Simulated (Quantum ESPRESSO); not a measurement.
**Run report: SrO, band-structure run (part 2 of 2)**

The same run, continued: SrO (2 atoms in the cell); Kohn-Sham DFT of a periodic cell, PBE, spin-orbit coupling, PseudoDojo 0.4 FR PBE standard, no spin polarisation (Quantum ESPRESSO 7.5); cutoff 1142.88 eV, 9×9×9 k-mesh, fermi-dirac of 0.05 eV. The structure derives from an entry of the Crystallography Open Database.

Geometry of the input (Å; fractional positions):
```
0.0000  2.5663  2.5663
2.5663  0.0000  2.5663
2.5663  2.5663  0.0000
Sr 0.5000  0.5000  0.5000
O  0.0000  0.0000  0.0000
```

Output, continued:
```
          k = 0.2357 0.2357-0.2357 (  2950 PWs)   bands (ev):

   -24.0796 -24.0796  -8.2451  -8.2451  -6.3550  -6.3550  -5.5100  -5.5100
    -4.7157  -4.7157   6.3675   6.3675   7.2128   7.2128   7.2324   7.2324
    14.3372  14.3372  15.4350  15.4350  16.1868  16.1868  16.2239  16.2239
    18.8043  18.8043  18.8422  18.8422

          k = 0.3143 0.3143-0.3143 (  2965 PWs)   bands (ev):

   -24.0479 -24.0479  -8.4853  -8.4853  -6.3591  -6.3591  -5.5283  -5.5283
    -4.5656  -4.5656   5.9987   5.9987   7.0004   7.0004   7.0152   7.0152
    14.6522  14.6522  16.4263  16.4263  16.8976  16.8976  16.9459  16.9459
    19.8718  19.8718  19.9205  19.9205

          k = 0.1571 0.0000-0.0000 (  2958 PWs)   bands (ev):

   -24.1638 -24.1638  -7.3358  -7.3358  -6.4572  -6.4572  -5.4928  -5.4928
    -5.2486  -5.2486   7.4597   7.4597   8.0198   8.0198   8.0649   8.0649
    12.7915  12.7915  13.8083  13.8083  14.8855  14.8855  14.9149  14.9149
    16.7322  16.7322  17.2256  17.2256

          k = 0.2357 0.0786-0.0786 (  2953 PWs)   bands (ev):

   -24.1309 -24.1309  -7.6880  -7.6880  -6.4156  -6.4156  -5.5284  -5.5284
    -5.0616  -5.0616   6.9822   6.9822   7.7795   7.7795   7.8699   7.8699
    13.5227  13.5227  13.6594  13.6594  15.4688  15.4688  15.5840  15.5840
    17.2114  17.2114  17.9678  17.9678

          k = 0.3143 0.1571-0.1571 (  2956 PWs)   bands (ev):

   -24.0852 -24.0852  -8.0790  -8.0790  -6.4054  -6.4054  -5.5605  -5.5605
    -4.8602  -4.8602   6.5650   6.5650   7.3523   7.3523   7.5284   7.5284
    13.7153  13.7153  14.8744  14.8744  16.2429  16.2429  16.4580  16.4580
    18.2171  18.2171  18.8284  18.8284

          k = 0.3928 0.2357-0.2357 (  2963 PWs)   bands (ev):

   -24.0481 -24.0481  -8.3509  -8.3509  -6.4143  -6.4143  -5.5889  -5.5889
    -4.7151  -4.7151   6.2613   6.2613   7.0908   7.0908   7.2087   7.2087
    14.2808  14.2808  15.6320  15.6320  17.1035  17.1035  17.2073  17.2073
    19.4723  19.4723  19.7069  19.7069

          k =-0.2357-0.3928 0.3928 (  2964 PWs)   bands (ev):

   -24.0375 -24.0375  -8.4283  -8.4283  -6.4217  -6.4217  -5.5980  -5.5980
    -4.6591  -4.6591   6.1430   6.1430   7.0341   7.0341   7.1146   7.1146
    14.6781  14.6781  15.7242  15.7242  17.0845  17.0845  17.5885  17.5885
    19.9813  19.9813  20.2924  20.2924

          k =-0.1571-0.3143 0.3143 (  2957 PWs)   bands (ev):

   -24.0585 -24.0585  -8.2941  -8.2941  -6.4173  -6.4173  -5.5802  -5.5802
    -4.7097  -4.7097   6.2851   6.2851   7.0632   7.0632   7.3669   7.3669
    14.3571  14.3571  15.4866  15.4866  16.3501  16.3501  17.0285  17.0285
    19.3512  19.3512  19.4103  19.4103

          k =-0.0786-0.2357 0.2357 (  2943 PWs)   bands (ev):

   -24.1009 -24.1009  -7.9862  -7.9862  -6.4043  -6.4043  -5.5416  -5.5416
    -4.8708  -4.8708   6.6807   6.6807   7.2869   7.2869   7.7222   7.7222
    13.9792  13.9792  14.5062  14.5062  15.4437  15.4437  16.2579  16.2579
    18.0579  18.0579  18.4933  18.4933

          k =-0.0000-0.1571 0.1571 (  2952 PWs)   bands (ev):

   -24.1445 -24.1445  -7.5972  -7.5972  -6.4069  -6.4069  -5.4940  -5.4940
    -5.1075  -5.1075   7.2388   7.2388   7.6296   7.6296   7.9729   7.9729
    13.3941  13.3941  13.9740  13.9740  14.8093  14.8093  15.3681  15.3681
    17.1721  17.1721  17.5692  17.5692

          k = 0.3143 0.0000-0.0000 (  2938 PWs)   bands (ev):

   -24.1093 -24.1093  -7.7047  -7.7047  -6.4767  -6.4767  -5.6107  -5.6107
    -5.1143  -5.1143   6.8044   6.8044   7.9412   7.9412   7.9979   7.9979
    12.7742  12.7742  13.8679  13.8679  16.2243  16.2243  16.2633  16.2633
    17.1977  17.1977  18.4149  18.4149

          k = 0.3928 0.0786-0.0786 (  2954 PWs)   bands (ev):

   -24.0727 -24.0727  -7.8681  -7.8681  -6.5095  -6.5095  -5.6689  -5.6689
    -5.1471  -5.1471   6.7587   6.7587   7.7390   7.7390   7.8420   7.8420
    12.6028  12.6028  14.7100  14.7100  16.9563  16.9563  17.0543  17.0543
    17.8293  17.8293  18.8827  18.8827

          k = 0.4714 0.1571-0.1571 (  2967 PWs)   bands (ev):

   -24.0380 -24.0380  -8.0592  -8.0592  -6.5482  -6.5482  -5.7311  -5.7311
    -5.0830  -5.0830   6.7880   6.7880   7.3710   7.3710   7.5533   7.5533
    13.0694  13.0694  15.5893  15.5893  17.2998  17.2998  17.6023  17.6023
    18.9522  18.9522  19.7581  19.7581

          k =-0.1571-0.4714 0.4714 (  2972 PWs)   bands (ev):

   -24.0216 -24.0216  -8.1804  -8.1804  -6.5900  -6.5900  -5.7614  -5.7614
    -4.9503  -4.9503   6.6256   6.6256   7.2682   7.2682   7.3467   7.3467
    13.9775  13.9775  15.4518  15.4518  17.5024  17.5024  17.6067  17.6067
    19.6739  19.6739  20.9563  20.9563

          k =-0.0786-0.3928 0.3928 (  2969 PWs)   bands (ev):

   -24.0316 -24.0316  -8.2000  -8.2000  -6.5847  -6.5847  -5.7256  -5.7256
    -4.8351  -4.8351   6.4412   6.4412   7.1027   7.1027   7.5584   7.5584
    14.6064  14.6064  14.9817  14.9817  16.8940  16.8940  17.1655  17.1655
    19.6428  19.6428  20.9741  20.9741

          k =-0.0000-0.3143 0.3143 (  2956 PWs)   bands (ev):

   -24.0631 -24.0631  -8.1273  -8.1273  -6.5058  -6.5058  -5.6416  -5.6416
    -4.8015  -4.8015   6.4530   6.4530   7.1074   7.1074   7.7304   7.7304
    14.1031  14.1031  15.0178  15.0178  16.0279  16.0279  16.7942  16.7942
    19.1997  19.1997  19.3626  19.3626

          k = 0.4714 0.0000-0.0000 (  2950 PWs)   bands (ev):

   -24.0478 -24.0478  -7.7162  -7.7162  -6.5936  -6.5936  -5.7427  -5.7427
    -5.4968  -5.4968   7.0094   7.0094   7.9395   7.9395   8.0083   8.0083
    11.9262  11.9262  15.0054  15.0054  17.8116  17.8116  17.8687  17.8687
    17.9268  17.9268  18.7175  18.7175

          k = 0.5500 0.0786-0.0786 (  2962 PWs)   bands (ev):

   -24.0221 -24.0221  -7.6852  -7.6852  -6.6848  -6.6848  -5.8782  -5.8782
    -5.5643  -5.5643   7.2809   7.2809   7.7751   7.7751   7.8859   7.8859
    11.9728  11.9728  15.7315  15.7315  17.6649  17.6649  18.1687  18.1687
    18.7041  18.7041  19.6137  19.6138

          k =-0.0786-0.5500 0.5500 (  2959 PWs)   bands (ev):

   -24.0077 -24.0077  -7.7803  -7.7803  -6.7990  -6.7990  -5.9424  -5.9424
    -5.3464  -5.3464   7.2471   7.2471   7.5727   7.5727   7.6235   7.6235
    12.6937  12.6937  16.1696  16.1696  16.9755  16.9755  18.3591  18.3591
    19.1406  19.1406  21.2942  21.2942

          k =-0.0000-0.4714 0.4714 (  2970 PWs)   bands (ev):

   -24.0115 -24.0115  -7.9926  -7.9926  -6.7596  -6.7596  -5.8664  -5.8664
    -5.0687  -5.0687   6.7983   6.7983   7.3121   7.3121   7.6447   7.6447
    13.8334  13.8334  15.3419  15.3419  17.1561  17.1561  17.7254  17.7254
    19.5078  19.5078  20.9270  20.9271

          k = 0.6285 0.0000-0.0000 (  2966 PWs)   bands (ev):

   -24.0080 -24.0080  -7.3693  -7.3693  -6.7922  -6.7922  -6.0802  -6.0802
    -5.8276  -5.8276   7.5870   7.5870   7.9813   7.9813   8.0543   8.0543
    11.4731  11.4731  15.8773  15.8773  18.3012  18.3012  18.4801  18.4801
    19.0944  19.0944  19.1447  19.1447

          k =-0.0000-0.6285 0.6285 (  2972 PWs)   bands (ev):

   -24.0023 -24.0023  -7.3650  -7.3650  -6.9310  -6.9310  -6.0950  -6.0950
    -5.7010  -5.7010   7.6734   7.6734   7.8008   7.8008   7.9185   7.9185
    11.7543  11.7543  16.2468  16.2468  17.4772  17.4772  18.5787  18.5787
    19.0934  19.0934  20.4037  20.4037

          k = 0.3143 0.1571-0.0000 (  2968 PWs)   bands (ev):

   -24.0960 -24.0960  -7.8986  -7.8986  -6.4523  -6.4523  -5.5948  -5.5948
    -4.9724  -4.9724   6.7036   6.7036   7.4937   7.4937   7.8724   7.8724
    13.2816  13.2816  14.3835  14.3835  16.0070  16.0070  16.4682  16.4682
    17.7914  17.7914  18.6528  18.6528

          k = 0.3928 0.2357-0.0786 (  2968 PWs)   bands (ev):

   -24.0560 -24.0560  -8.1160  -8.1160  -6.5014  -6.5014  -5.6658  -5.6658
    -4.8925  -4.8925   6.5482   6.5482   7.2076   7.2076   7.6538   7.6538
    13.5879  13.5879  15.2109  15.2109  16.7485  16.7485  16.9863  16.9863
    18.9148  18.9148  19.5284  19.5284

          k =-0.2357-0.3928 0.5500 (  2981 PWs)   bands (ev):

   -24.0296 -24.0296  -8.2492  -8.2492  -6.5313  -6.5313  -5.7173  -5.7173
    -4.8470  -4.8470   6.4649   6.4649   7.1542   7.1542   7.3631   7.3631
    14.3035  14.3035  15.2298  15.2298  17.3973  17.3973  17.4666  17.4666
    19.6965  19.6965  20.6531  20.6531

          k = 0.4714 0.1571-0.0000 (  2974 PWs)   bands (ev):

   -24.0416 -24.0416  -7.8881  -7.8881  -6.5919  -6.5919  -5.7801  -5.7801
    -5.2380  -5.2380   6.9223   6.9223   7.5313   7.5313   7.8538   7.8538
    12.5352  12.5352  15.3498  15.3498  17.2349  17.2349  17.7475  17.7475
    18.4514  18.4514  19.5517  19.5517

          k =-0.1571-0.4714 0.6285 (  2971 PWs)   bands (ev):

   -24.0174 -24.0174  -7.9316  -7.9316  -6.6866  -6.6866  -5.9096  -5.9096
    -5.1642  -5.1642   6.9839   6.9839   7.3912   7.3912   7.6730   7.6730
    13.1013  13.1013  15.6035  15.6035  17.0278  17.0278  18.2610  18.2610
    19.2238  19.2238  20.8845  20.8845

          k =-0.0786-0.3928 0.5500 (  2986 PWs)   bands (ev):

   -24.0115 -24.0115  -7.9987  -7.9987  -6.7229  -6.7229  -5.9218  -5.9218
    -5.0438  -5.0438   6.7908   6.7908   7.3899   7.3899   7.5706   7.5706
    14.0983  14.0983  14.8076  14.8076  17.1707  17.1707  18.1577  18.1577
    19.5988  19.5988  21.0494  21.0494

          k =-0.0000-0.3143 0.4714 (  2974 PWs)   bands (ev):

   -24.0268 -24.0268  -8.0778  -8.0778  -6.6435  -6.6435  -5.8139  -5.8139
    -4.9493  -4.9493   6.6392   6.6392   7.1980   7.1980   7.6887   7.6887
    13.9785  13.9785  15.0526  15.0526  16.9920  16.9920  17.4789  17.4789
    19.4292  19.4292  21.0287  21.0287

          k =-0.0786-0.5500 0.7071 (  2963 PWs)   bands (ev):

   -24.0066 -24.0066  -7.5685  -7.5685  -6.8361  -6.8361  -6.0629  -6.0629
    -5.5140  -5.5140   7.4873   7.4873   7.6319   7.6319   7.8850   7.8850
    12.1244  12.1244  16.1810  16.1810  16.9736  16.9736  18.7344  18.7344
    19.0980  19.0980  20.5542  20.5542

          k =-0.0000-0.4714 0.6285 (  2965 PWs)   bands (ev):

   -24.0024 -24.0024  -7.6905  -7.6905  -6.8817  -6.8817  -6.0794  -6.0794
    -5.2828  -5.2828   7.1732   7.1732   7.6412   7.6412   7.7155   7.7155
    12.9193  12.9193  15.7101  15.7101  16.7732  16.7732  18.9712  18.9712
    19.2344  19.2344  21.0628  21.0628

          k =-0.0786-0.3928 0.7071 (  2977 PWs)   bands (ev):

   -24.0039 -24.0039  -7.7848  -7.7848  -6.8340  -6.8340  -6.1062  -6.1062
    -5.1388  -5.1388   6.9725   6.9725   7.5714   7.5714   7.7169   7.7169
    13.7145  13.7145  14.7325  14.7325  16.8653  16.8653  19.0372  19.0372
    19.4744  19.4744  20.9832  20.9832

     the Fermi energy is    10.1743 ev

!    total energy              =    -101.78410952 Ry
     estimated scf accuracy    <          7.9E-11 Ry
     smearing contrib. (-TS)   =      -0.00000000 Ry
     internal energy E=F+TS    =    -101.78410952 Ry

     The total energy is F=E-TS. E is the sum of the following terms:
     one-electron contribution =     -15.31055649 Ry
     hartree contribution      =      16.60193991 Ry
     xc contribution           =     -25.30531167 Ry
     ewald contribution        =     -77.77018127 Ry

     convergence has been achieved in  11 iterations

     Forces acting on atoms (cartesian axes, Ry/au):

     atom    1 type  1   force =     0.00000000   -0.00000000    0.00000000
     atom    2 type  2   force =    -0.00000000    0.00000000   -0.00000000

     Total force =     0.000000     Total SCF correction =     0.000000

     Computing stress (Cartesian axis) and pressure

          total   stress  (Ry/bohr**3)                   (kbar)     P=       31.49
   0.00021408  -0.00000000   0.00000000           31.49       -0.00        0.00
  -0.00000000   0.00021408   0.00000000           -0.00       31.49        0.00
   0.00000000   0.00000000   0.00021408            0.00        0.00       31.49

=------------------------------------------------------------------------------=
   JOB DONE.
=------------------------------------------------------------------------------=
```

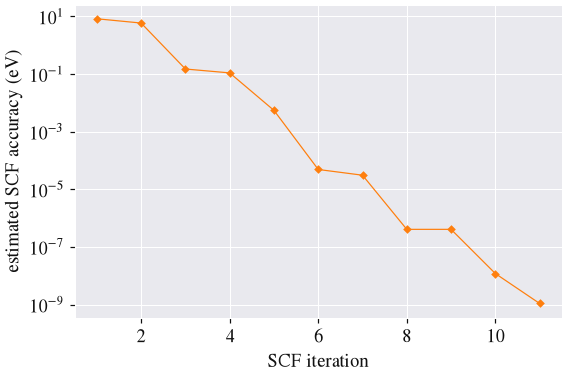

Fig. 1: Convergence of the self-consistent field: estimated SCF accuracy against the iteration. The field takes 11 iterations in all.

Results in brief:

| quantity | value |
| --- | --- |
| outcome | converged |
| space group (tolerance 0.01 Å) | Fm-3m (225) |
| electrons treated | 16 |
| free energy | −1384.8434 eV |
| Fermi energy | 10.174 eV |
| gap on the k-point mesh | 3.36 eV |
| gap on the band path | 3.30 eV |
| pressure | 3.15 GPa |
| largest force (length of the vector) | under 0.001 eV/Å |
| hardware | 1 thread of Arm Neoverse V2, 24 GiB of memory available, shared host |
| wall time | 5.2 min |
| peak memory | 0.2 GiB |
